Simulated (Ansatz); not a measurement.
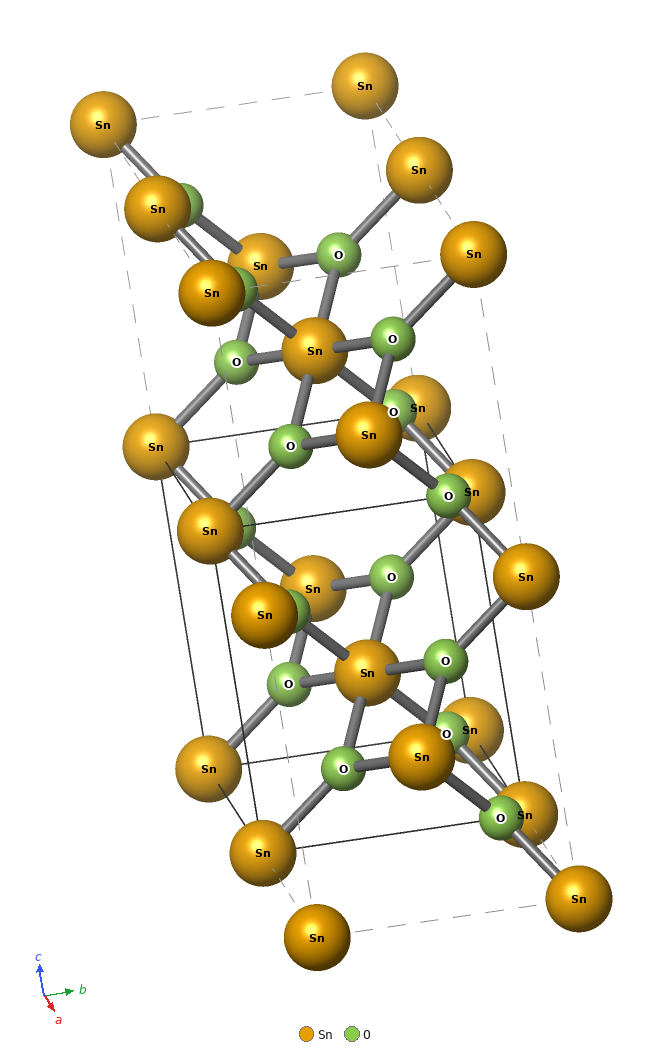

View from a general direction, drawn as a ball-and-stick model. A 2×1×2 array of cells is drawn; the conventional unit cell has the solid edges. Cell: a = 3.201 Å, b = 4.760 Å, c = 5.683 Å, α = 90.00°, β = 123.13°, γ = 90.00°.

Describe the crystal.

Its composition is SnO2. Space group: P2_1/c (No. 14). Lattice: primitive monoclinic. In the cell are 2 Sn, 4 O, which makes 2 formula units. Each Sn is bonded to six O in a distorted octahedral arrangement at about 2.1 Å. Each O is bonded to three Sn at about 2.1 Å. The bonds build a three-dimensional framework.

Source of the structure: a structure type known for this compound. The cell was then strained or its atoms displaced on purpose. A calculation with Ansatz used it as input.
